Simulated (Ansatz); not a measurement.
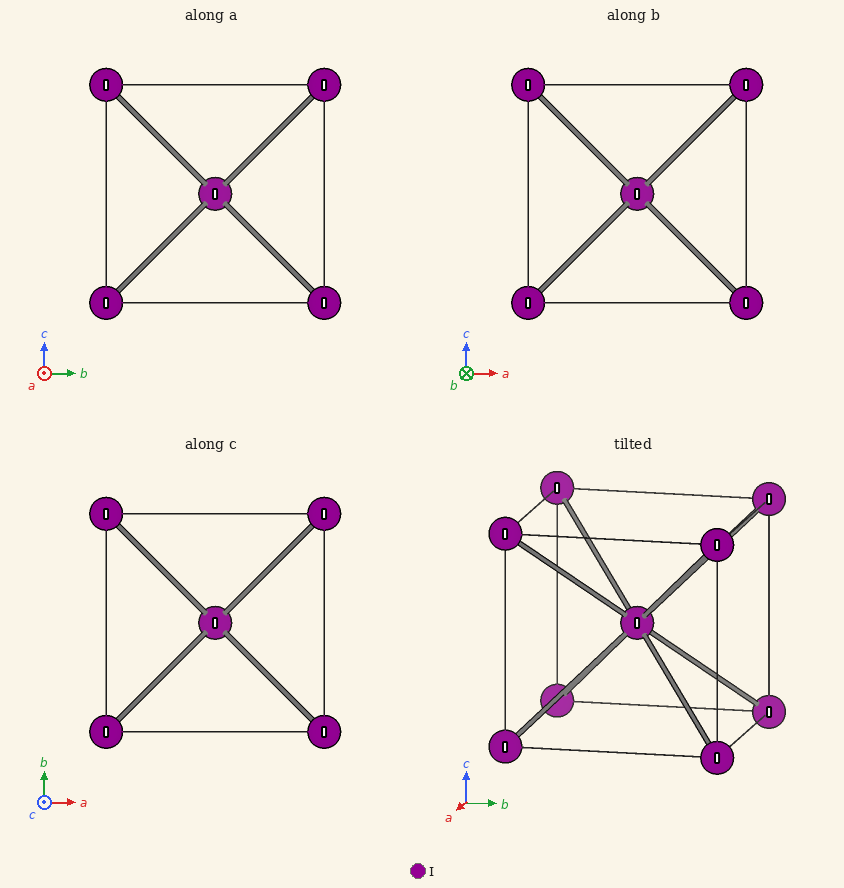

Shown here is a ball-and-stick view of the crystal, taken along the a axis, along the b axis, along the c axis and slightly off an axis. Atoms at the boundary of the conventional unit cell (the box) are drawn once for each face, edge or corner they touch.

Lattice parameters: a = 4.155 Å, b = 4.155 Å, c = 4.155 Å, α = 90.00°, β = 90.00°, γ = 90.00°.

Question: Reconstruct the structure as a table of Wyckoff sites.

Answer: Space group Im-3m (No. 229).
```json
{"atom": "I", "site": "2a", "x": "0.0000", "y": "0.0000", "z": "0.0000"}
```

Starting structure: a structure type filled with this element by a generator (whether the element takes this form wasn't checked). Earlier steps of the study may have refined or changed the cell and positions. It went into a calculation with Ansatz.
